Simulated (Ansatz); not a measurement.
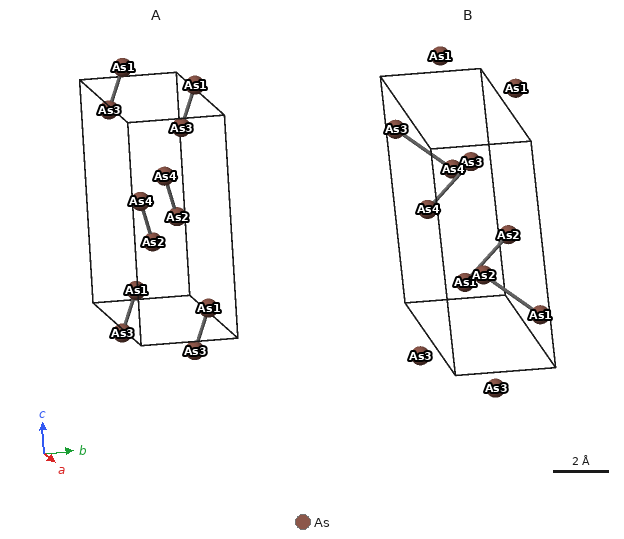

Two geometries of solid As (built on the F_15 type) (coarse preliminary run), drawn at one scale. One is the start of a relaxation, the other its converged end. A ball-and-stick model of the conventional cell (2 times the calculation's cell), seen slightly off an axis. Lengths and directions refer to the drawn axes.

Method: Ansatz 0.2.0, DFT PBE, scalar-relativistic, plane waves, PAW. (plane-wave cutoff 420 eV; k-point mesh 6 × 6 × 2; occupations gaussian; smearing width 0.1 eV; no spin polarisation; cell and atoms relaxed; force threshold 0.04 eV/Å; at most 70 steps)

Which geometry has the lower energy?

Structure B is the relaxed one. Case: F type (C2/c, No. 15). The largest moves relative to the cell, 0.90 Å, are those of As1, As2, As3 and As4. As4 goes along [0 −3 1]. The volume changes by −1.8 %, with a 6.198 → 6.576 Å (+6.1 %), b 3.696 → 3.830 Å (+3.6 %), c 8.204 → 8.396 Å (+2.3 %), β 102.2° → 121.5°. Among the contacts that change: As1–As3 1.676 → 3.195 Å, As1–As2 3.227 → 2.540 Å, As1–As2 (another image) 3.184 → 2.548 Å, As1–As3 (another image) 3.814 → 3.179 Å. New bonds form: As1–As2 (3.18 → 2.55 Å), As1–As2 (3.23 → 2.54 Å), As3–As4 (3.18 → 2.55 Å), As3–As4 (3.23 → 2.54 Å). Bonds break: As1–As3 (1.68 → 3.19 Å), As2–As4 (1.68 → 3.19 Å). The space group stays C2/c (No. 15). Over 10 accepted moves (12 points after the start) the energy falls by 3520 meV per atom. Largest force component: 28 eV/Å at the start, 0.0051 eV/Å at the end. Pressure: 64.24 GPa at the start and 0.01 GPa at the end. The SCF was repeated twice at an unchanged geometry on a basis and grid sized afresh for the cell, which shifted the energy by 2.7 meV per atom at most.

Limits of the set-up: the k-point mesh is coarse for a cell with partly filled bands.
